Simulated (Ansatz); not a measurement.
# Ruthenium, hcp under BLYP: ground state and equation of state, part 2 of 2

The plan for ruthenium in the hcp structure: relax it, solve it on a dense k-mesh, switch on spin-orbit coupling, then scale the cell to 7 volumes from 88 to 112 % of the relaxed one and try a fit of the equation of state. The k-meshes are 13×13×8 for the relaxation; 21×21×12 for the dense run; 13×13×7 for spin-orbit coupling; 21×21×12 for the volumes. It starts from a deposited cell (COD).

Ansatz 0.2.0; DFT, BLYP, plane waves (420 eV) with PAW, scalar-relativistic. The steps go on from the part before.

**4. With spin-orbit coupling**

input.yaml

```yaml
crystal:
  lattice:
    - [2.7683314406, 0.0, 0.0]
    - [-1.3841657203, 2.3974453537, 0.0]
    - [0.0, 0.0, 4.348274464]
  atoms:
    - { symbol: Ru, position: [0.3333333333, 0.6666666667, 0.25] }
    - { symbol: Ru, position: [0.6666666667, 0.3333333333, 0.75] }
hamiltonian:
  xc: blyp
  pseudopotentials:
    kind: paw_fr
    azcp:
      Ru: "pseudopotentials/Ru.paw.azcp"
basis:
  ecutwfc: 420
  fft_grid_basis: typed
kpoints:
  mp_grid: { grid: [13, 13, 7], shift: [0, 0, 0] }
magnetization:
  noncollinear: true
  spin_orbit: true
scf:
  occupations: { method: fermi_dirac, width: 0.1 }
```

What it wrote, cut to the lines that bear on the results:

```text
Warning: RAYON_NUM_THREADS=4 ignored (pool sized by the plan → 4); use --threads N
[...]
Pseudopotentials: kind: paw_fr
Pseudopotential: Ru, paw_fr, valence charge 16, recommended cutoff 420 eV (normal), <dir>
Functional definition: BLYP
[...]
non-collinear run that drives no moment, with spin-orbit: no starting moment large enough to seed its density (crystal.atoms[].spin), no starting occupations that ask for one, no magnetisation constraint and no magnetic field, so the semilocal B_xc is pinned to zero
Crystal: 2 atoms, lattice volume = 28.859 Å³
Basis set: ecut = 420 eV, 579 PW (Γ), exchange–correlation on 40×40×60 points (8 copies of the dense FFT grid, shifted against one another)
Bands: 40, of which v1, the nominal top of the filled ones, is band 32 counted from 1 (31 counted from 0)
Symmetry: 24 space group operations + 24 with time reversal
Magnetic group: BNS 194.264 (UNI 1494), of the structure as read, at distance tolerance 3.1e-5 Å
k-points: 84 of 1183
Projection manifold: j_resolved (fully-relativistic pseudo-atomic orbitals)
[...]
SCF iter   1: F=—  HF=-11789.148491 eV  |F-HF|=—  |Δ(HF+E_count)|=         —  Δρ=1.08e-1  dr2=3.33e0  dr2_m=0.00e0 (ungated)  ethr=3.10e-3  |M|=0.00e0 ∫|m|=0.00e0 μB  |m|>n=0.0e0 m-floor=0.0e0 τ_xc=0.0e0  β_m=0.30  ⟨swp⟩=7.7  Hψ=8017  notcnv=0
[...]
SCF iter   7: F=-11788.102529 eV  HF=-11788.102529 eV  |F-HF|=3.34e-9  |Δ(HF+E_count)|=   2.91e-9  Δρ=6.43e-6  dr2=7.85e-9  dr2_m=0.00e0 (ungated)  ethr=2.00e-10  |M|=0.00e0 ∫|m|=0.00e0 μB  |m|>n=0.0e0 m-floor=0.0e0 τ_xc=0.0e0  ⟨swp⟩=1.0  Hψ=5470  notcnv=0
[...]
SCF converged after 7 iterations
Magnetization: |M| = 0.0000 μB,  M = (+0.0000, +0.0000, +0.0000) μB
Absolute magnetization: 0.0000 μB (∫|m|)
  site 0: m = (+0.0000, +0.0000, +0.0000) μB, |m| = 0.0000 μB  (R = 1.11 Å)
  site 1: m = (+0.0000, +0.0000, +0.0000) μB, |m| = 0.0000 μB  (R = 1.11 Å)
Free energy (F): -11788.102529 eV
[...]
E sigma→0 (E₀):  -11788.068919 eV
Entropy (-TS):   -0.067220 eV (-33.610 meV/atom)
Fermi energy:    22.366947 eV
[...]
```

Run time: 3.8 s. Hardware: 4 threads of an x86-64 CPU, shared host; peak memory 0.55 GiB.

With and without spin-orbit coupling:

```csv
,scalar-relativistic,with spin-orbit coupling
k-mesh,21×21×12,13×13×7
gap on the mesh,none (levels filled in part),none (levels filled in part)
```

The meshes differ, so small differences between the columns need not come from spin-orbit coupling.

**5. Equation of state: 88 %**

input.yaml

```yaml
crystal:
  lattice:
    - [2.6528476471, 0.0, 0.0]
    - [-1.3264238235, 2.2974334548, 0.0]
    - [0.0, 0.0, 4.1668817222]
  atoms:
    - { symbol: Ru, position: [0.3333333333, 0.6666666667, 0.25] }
    - { symbol: Ru, position: [0.6666666667, 0.3333333333, 0.75] }
hamiltonian:
  xc: blyp
  pseudopotentials:
    kind: paw
    azcp:
      Ru: "pseudopotentials/Ru.paw.azcp"
basis:
  ecutwfc: 420
  fft_grid_basis: typed
kpoints:
  mp_grid: { grid: [21, 21, 12], shift: [0, 0, 0] }
magnetization:
  spin_polarized: false
scf:
  occupations: { method: fermi_dirac, width: 0.1 }
output:
  stress: true
```

What it wrote, cut to the lines that bear on the results:

```text
Warning: RAYON_NUM_THREADS=4 ignored (pool sized by the plan → 4); use --threads N
[...]
[... 3 set-up lines as earlier in the session ...]
[...]
Crystal: 2 atoms, lattice volume = 25.396 Å³
Basis set: ecut = 420 eV, 523 PW (Γ), exchange–correlation on 36×36×60 points (8 copies of the dense FFT grid, shifted against one another)
Bands: 20, of which v1, the nominal top of the filled ones, is band 16 counted from 1 (15 counted from 0)
[... 1 set-up line as earlier in the session ...]
Space group: P63/mmc (ITA 194), of the structure as read, at distance tolerance 2.9e-5 Å
k-points: 336 of 5292
[...]
SCF iter   1: F=—  HF=-11784.473629 eV  |F-HF|=—  |Δ(HF+E_count)|=         —  Δρ=1.69e-2  dr2=6.09e-2  ethr=1.77e-3  ⟨swp⟩=5.0  Hψ=62026  notcnv=0  defer=70
[...]
SCF iter   6: F=-11784.461118 eV  HF=-11784.461118 eV  |F-HF|=2.97e-9  |Δ(HF+E_count)|=   1.63e-7  Δρ=8.38e-6  dr2=6.25e-9  ethr=3.13e-10  ⟨swp⟩=4.0  Hψ=23506  notcnv=0
[...]
SCF converged after 6 iterations
Free energy (F): -11784.461118 eV
[...]
E sigma→0 (E₀):  -11784.435730 eV
Entropy (-TS):   -0.050777 eV (-25.388 meV/atom)
Fermi energy:    26.055159 eV
[...]
--- Stress (GPa, compression-positive) ---
       45.546864       0.000000       0.000000
        0.000000      45.546864      -0.000000
        0.000000      -0.000000      49.873454
  P = ⅓ Tr σ = 46.9891 GPa (469.891 kbar)
```

It took 2.8 s on 4 threads of an x86-64 CPU, shared host; peak memory 0.56 GiB.

**6. Equation of state: 92 %**

Changes to input.yaml since step 5:

```diff
@@ -2,5 +2,5 @@
   lattice:
-    - [2.6528476471, 0.0, 0.0]
-    - [-1.3264238235, 2.2974334548, 0.0]
-    - [0.0, 0.0, 4.1668817222]
+    - [2.6924482264, 0.0, 0.0]
+    - [-1.3462241132, 2.3317285625, 0.0]
+    - [0.0, 0.0, 4.2290831571]
   atoms:
```

What it wrote, cut to the lines that bear on the results:

```text
Warning: RAYON_NUM_THREADS=4 ignored (pool sized by the plan → 4); use --threads N
[...]
[... 3 set-up lines as earlier in the session ...]
[...]
Crystal: 2 atoms, lattice volume = 26.550 Å³
Basis set: ecut = 420 eV, 537 PW (Γ), exchange–correlation on 36×36×60 points (8 copies of the dense FFT grid, shifted against one another)
Bands: 20, of which v1, the nominal top of the filled ones, is band 16 counted from 1 (15 counted from 0)
[... 2 set-up lines as earlier in the session ...]
k-points: 336 of 5292
[...]
SCF iter   1: F=—  HF=-11784.740431 eV  |F-HF|=—  |Δ(HF+E_count)|=         —  Δρ=1.68e-2  dr2=6.60e-2  ethr=1.77e-3  ⟨swp⟩=5.0  Hψ=61950  notcnv=0  defer=62
[...]
SCF iter   6: F=-11784.726781 eV  HF=-11784.726781 eV  |F-HF|=3.57e-9  |Δ(HF+E_count)|=   1.41e-7  Δρ=9.56e-6  dr2=8.65e-9  ethr=3.13e-10  ⟨swp⟩=4.0  Hψ=22993  notcnv=0
[...]
SCF converged after 6 iterations
Free energy (F): -11784.726781 eV
[...]
E sigma→0 (E₀):  -11784.699740 eV
Entropy (-TS):   -0.054081 eV (-27.040 meV/atom)
Fermi energy:    24.710187 eV
[...]
--- Stress (GPa, compression-positive) ---
       26.587853       0.000000       0.000000
       -0.000000      26.587853       0.000000
        0.000000       0.000000      29.398295
  P = ⅓ Tr σ = 27.5247 GPa (275.247 kbar)
```

Wall time 3.1 s (4 threads of an x86-64 CPU, shared host); peak memory 0.56 GiB.

**7. Equation of state: 96 %**

Changes to input.yaml since step 6:

```diff
@@ -2,5 +2,5 @@
   lattice:
-    - [2.6924482264, 0.0, 0.0]
-    - [-1.3462241132, 2.3317285625, 0.0]
-    - [0.0, 0.0, 4.2290831571]
+    - [2.7309169698, 0.0, 0.0]
+    - [-1.3654584849, 2.3650434715, 0.0]
+    - [0.0, 0.0, 4.2895067943]
   atoms:
```

What it wrote, cut to the lines that bear on the results:

```text
Warning: RAYON_NUM_THREADS=4 ignored (pool sized by the plan → 4); use --threads N
[...]
[... 3 set-up lines as earlier in the session ...]
[...]
Crystal: 2 atoms, lattice volume = 27.705 Å³
Basis set: ecut = 420 eV, 537 PW (Γ), exchange–correlation on 40×40×60 points (8 copies of the dense FFT grid, shifted against one another)
Bands: 20, of which v1, the nominal top of the filled ones, is band 16 counted from 1 (15 counted from 0)
[... 2 set-up lines as earlier in the session ...]
k-points: 336 of 5292
[...]
SCF iter   1: F=—  HF=-11784.881780 eV  |F-HF|=—  |Δ(HF+E_count)|=         —  Δρ=1.66e-2  dr2=6.90e-2  ethr=1.77e-3  ⟨swp⟩=5.0  Hψ=61755  notcnv=0  defer=67
[...]
SCF iter   6: F=-11784.867545 eV  HF=-11784.867545 eV  |F-HF|=5.26e-9  |Δ(HF+E_count)|=   1.40e-7  Δρ=1.07e-5  dr2=1.26e-8  ethr=3.13e-10  ⟨swp⟩=4.0  Hψ=23125  notcnv=0
[...]
SCF converged after 6 iterations
Free energy (F): -11784.867545 eV
[...]
E sigma→0 (E₀):  -11784.838754 eV
Entropy (-TS):   -0.057582 eV (-28.791 meV/atom)
Fermi energy:    23.474616 eV
[...]
--- Stress (GPa, compression-positive) ---
       11.627428       0.000000       0.000000
        0.000000      11.627428       0.000000
        0.000000       0.000000      13.219687
  P = ⅓ Tr σ = 12.1582 GPa (121.582 kbar)
```

It took 3.2 s on 4 threads of an x86-64 CPU, shared host; peak memory 0.57 GiB.

**8. Equation of state: 100 %**

Changes to input.yaml since step 7:

```diff
@@ -2,5 +2,5 @@
   lattice:
-    - [2.7309169698, 0.0, 0.0]
-    - [-1.3654584849, 2.3650434715, 0.0]
-    - [0.0, 0.0, 4.2895067943]
+    - [2.7683314406, 0.0, 0.0]
+    - [-1.3841657203, 2.3974453537, 0.0]
+    - [0.0, 0.0, 4.348274464]
   atoms:
```

What it wrote, cut to the lines that bear on the results:

```text
Warning: RAYON_NUM_THREADS=4 ignored (pool sized by the plan → 4); use --threads N
[...]
[... 3 set-up lines as earlier in the session ...]
[...]
Crystal: 2 atoms, lattice volume = 28.859 Å³
Basis set: ecut = 420 eV, 579 PW (Γ), exchange–correlation on 40×40×60 points (8 copies of the dense FFT grid, shifted against one another)
Bands: 20, of which v1, the nominal top of the filled ones, is band 16 counted from 1 (15 counted from 0)
[... 2 set-up lines as earlier in the session ...]
k-points: 336 of 5292
[...]
SCF iter   1: F=—  HF=-11784.923896 eV  |F-HF|=—  |Δ(HF+E_count)|=         —  Δρ=1.61e-2  dr2=7.00e-2  ethr=1.77e-3  ⟨swp⟩=5.0  Hψ=61531  notcnv=0  defer=70
[...]
SCF iter   6: F=-11784.909731 eV  HF=-11784.909731 eV  |F-HF|=8.65e-9  |Δ(HF+E_count)|=   1.46e-7  Δρ=1.20e-5  dr2=1.81e-8  ethr=3.13e-10  ⟨swp⟩=4.0  Hψ=23139  notcnv=0
[...]
SCF converged after 6 iterations
Free energy (F): -11784.909731 eV
[...]
E sigma→0 (E₀):  -11784.879086 eV
Entropy (-TS):   -0.061290 eV (-30.645 meV/atom)
Fermi energy:    22.335923 eV
[...]
--- Stress (GPa, compression-positive) ---
       -0.168437       0.000000       0.000000
       -0.000000      -0.168437       0.000000
        0.000000       0.000000       0.442216
  P = ⅓ Tr σ = 0.0351 GPa (0.351 kbar)
```

Run time: 3.3 s. Hardware: 4 threads of an x86-64 CPU, shared host; peak memory 0.58 GiB.

**9. Equation of state: 104 %**

Changes to input.yaml since step 8:

```diff
@@ -2,5 +2,5 @@
   lattice:
-    - [2.7683314406, 0.0, 0.0]
-    - [-1.3841657203, 2.3974453537, 0.0]
-    - [0.0, 0.0, 4.348274464]
+    - [2.8047610319, 0.0, 0.0]
+    - [-1.4023805159, 2.4289943052, 0.0]
+    - [0.0, 0.0, 4.4054951636]
   atoms:
```

What it wrote, cut to the lines that bear on the results:

```text
Warning: RAYON_NUM_THREADS=4 ignored (pool sized by the plan → 4); use --threads N
[...]
[... 3 set-up lines as earlier in the session ...]
[...]
Crystal: 2 atoms, lattice volume = 30.014 Å³
Basis set: ecut = 420 eV, 591 PW (Γ), exchange–correlation on 40×40×60 points (8 copies of the dense FFT grid, shifted against one another)
Bands: 20, of which v1, the nominal top of the filled ones, is band 16 counted from 1 (15 counted from 0)
[... 2 set-up lines as earlier in the session ...]
k-points: 336 of 5292
[...]
SCF iter   1: F=—  HF=-11784.887895 eV  |F-HF|=—  |Δ(HF+E_count)|=         —  Δρ=1.55e-2  dr2=6.94e-2  ethr=1.77e-3  ⟨swp⟩=5.0  Hψ=61592  notcnv=0  defer=63
[...]
SCF iter   6: F=-11784.874213 eV  HF=-11784.874213 eV  |F-HF|=1.11e-8  |Δ(HF+E_count)|=   1.24e-7  Δρ=1.23e-5  dr2=2.24e-8  ethr=3.13e-10  ⟨swp⟩=4.0  Hψ=23071  notcnv=0
[...]
SCF converged after 6 iterations
Free energy (F): -11784.874213 eV
[...]
E sigma→0 (E₀):  -11784.841607 eV
Entropy (-TS):   -0.065212 eV (-32.606 meV/atom)
Fermi energy:    21.283410 eV
[...]
--- Stress (GPa, compression-positive) ---
       -9.448336       0.000000       0.000000
        0.000000      -9.448336       0.000000
        0.000000       0.000000      -9.629161
  P = ⅓ Tr σ = -9.5086 GPa (-95.086 kbar)
```

It took 3.2 s on 4 threads of an x86-64 CPU, shared host; peak memory 0.59 GiB.

**10. Equation of state: 108 %**

Changes to input.yaml since step 9:

```diff
@@ -2,5 +2,5 @@
   lattice:
-    - [2.8047610319, 0.0, 0.0]
-    - [-1.4023805159, 2.4289943052, 0.0]
-    - [0.0, 0.0, 4.4054951636]
+    - [2.8402681055, 0.0, 0.0]
+    - [-1.4201340527, 2.459744333, 0.0]
+    - [0.0, 0.0, 4.4612668458]
   atoms:
```

What it wrote, cut to the lines that bear on the results:

```text
Warning: RAYON_NUM_THREADS=4 ignored (pool sized by the plan → 4); use --threads N
[...]
[... 3 set-up lines as earlier in the session ...]
[...]
Crystal: 2 atoms, lattice volume = 31.168 Å³
Basis set: ecut = 420 eV, 615 PW (Γ), exchange–correlation on 40×40×60 points (8 copies of the dense FFT grid, shifted against one another)
Bands: 20, of which v1, the nominal top of the filled ones, is band 16 counted from 1 (15 counted from 0)
[... 2 set-up lines as earlier in the session ...]
k-points: 336 of 5292
[...]
SCF iter   1: F=—  HF=-11784.790612 eV  |F-HF|=—  |Δ(HF+E_count)|=         —  Δρ=1.49e-2  dr2=6.77e-2  ethr=1.77e-3  ⟨swp⟩=5.0  Hψ=61668  notcnv=0  defer=73
[...]
SCF iter   6: F=-11784.777627 eV  HF=-11784.777627 eV  |F-HF|=1.02e-8  |Δ(HF+E_count)|=   1.09e-7  Δρ=1.18e-5  dr2=2.37e-8  ethr=3.13e-10  ⟨swp⟩=4.0  Hψ=23117  notcnv=0
[...]
SCF converged after 6 iterations
Free energy (F): -11784.777627 eV
[...]
E sigma→0 (E₀):  -11784.742949 eV
Entropy (-TS):   -0.069356 eV (-34.678 meV/atom)
Fermi energy:    20.307881 eV
[...]
--- Stress (GPa, compression-positive) ---
      -16.720715       0.000000       0.000000
        0.000000     -16.720715       0.000000
        0.000000       0.000000     -17.538860
  P = ⅓ Tr σ = -16.9934 GPa (-169.934 kbar)
```

Run time: 3.6 s. Hardware: 4 threads of an x86-64 CPU, shared host; peak memory 0.59 GiB.

**11. Equation of state: 112 %**

Changes to input.yaml since step 10:

```diff
@@ -2,5 +2,5 @@
   lattice:
-    - [2.8402681055, 0.0, 0.0]
-    - [-1.4201340527, 2.459744333, 0.0]
-    - [0.0, 0.0, 4.4612668458]
+    - [2.8749089355, 0.0, 0.0]
+    - [-1.4374544677, 2.4897441717, 0.0]
+    - [0.0, 0.0, 4.5156779016]
   atoms:
```

What it wrote, cut to the lines that bear on the results:

```text
Warning: RAYON_NUM_THREADS=4 ignored (pool sized by the plan → 4); use --threads N
[...]
[... 3 set-up lines as earlier in the session ...]
[...]
Crystal: 2 atoms, lattice volume = 32.322 Å³
Basis set: ecut = 420 eV, 627 PW (Γ), exchange–correlation on 40×40×64 points (8 copies of the dense FFT grid, shifted against one another)
Bands: 20, of which v1, the nominal top of the filled ones, is band 16 counted from 1 (15 counted from 0)
[... 1 set-up line as earlier in the session ...]
Space group: P63/mmc (ITA 194), of the structure as read, at distance tolerance 3.2e-5 Å
k-points: 336 of 5292
[...]
SCF iter   1: F=—  HF=-11784.645529 eV  |F-HF|=—  |Δ(HF+E_count)|=         —  Δρ=1.42e-2  dr2=6.58e-2  ethr=1.77e-3  ⟨swp⟩=5.0  Hψ=61937  notcnv=0  defer=96
[...]
SCF iter   6: F=-11784.633271 eV  HF=-11784.633271 eV  |F-HF|=8.03e-9  |Δ(HF+E_count)|=   1.18e-7  Δρ=1.19e-5  dr2=2.80e-8  ethr=3.13e-10  ⟨swp⟩=4.0  Hψ=23302  notcnv=0
[...]
SCF converged after 6 iterations
Free energy (F): -11784.633271 eV
[...]
E sigma→0 (E₀):  -11784.596407 eV
Entropy (-TS):   -0.073729 eV (-36.864 meV/atom)
Fermi energy:    19.401404 eV
[...]
--- Stress (GPa, compression-positive) ---
      -22.385548       0.000000       0.000000
        0.000000     -22.385548       0.000000
        0.000000       0.000000     -23.715179
  P = ⅓ Tr σ = -22.8288 GPa (-228.288 kbar)
```

Wall time 3.6 s (4 threads of an x86-64 CPU, shared host); peak memory 0.6 GiB.

**12. The equation of state**

All volumes keep the relaxed shape and fractional coordinates.

```csv
V (Å³/atom),E − E₀ (meV/atom),P from the stress (GPa),P from the fit (GPa)
12.698,221.6,46.99,46.85
13.275,89.6,27.52,27.27
13.852,20.1,12.16,11.89
14.430,0.0,0.04,-0.22
15.007,18.7,-9.51,-9.77
15.584,68.0,-16.99,-17.29
16.161,141.3,-22.83,-23.20
```

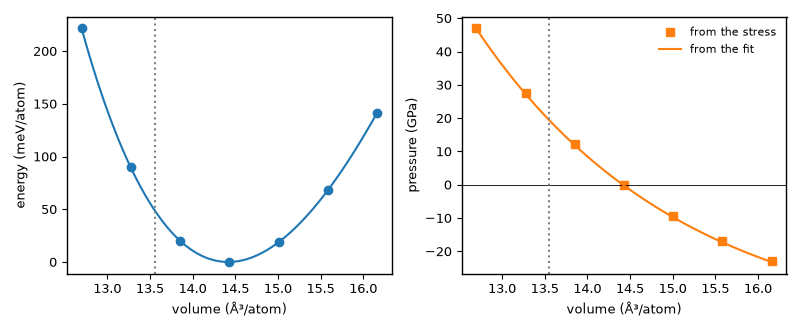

Energy and pressure against volume; the lines are the Birch-Murnaghan fit; the dotted line marks the deposited volume.

A third-order Birch-Murnaghan fit gives V₀ = 14.418 Å³/atom, B₀ = 269 GPa and B₀′ = 4.9; it misses no point by more than 0.06 meV/atom.

The fit is made to E(σ → 0), while the stress belongs to the free energy F; that is one source of the offset between the two pressures.

**13. Summary of results**

This closing draws on all 2 parts.

| quantity | value |
| --- | --- |
| space group (spins left aside) | P6_3/mmc (No. 194) |
| conventional cell | a = 2.768 Å, c = 4.348 Å (c/a = 1.571) |
| volume | 14.430 Å³/atom |
| shortest distance | 2.698 Å |
| against the deposited volume | +6.5 % (13.555 Å³/atom) |
| gap on the mesh | none (levels filled in part) |
| V₀, B₀, B₀′ | 14.418 Å³/atom, 269 GPa, 4.9 |

In words: The volume comes out 6.5 % larger than measured. Cells that are too large are usual for this functional. No gap shows: it is a metal or semimetal at this level. Totals with and without spin-orbit coupling (-1.6 eV/atom apart) can't be read as binding, since the two-component data shift the zero of energy. The fitted modulus is 269 GPa; letting shape and positions relax at each volume could only lower it.
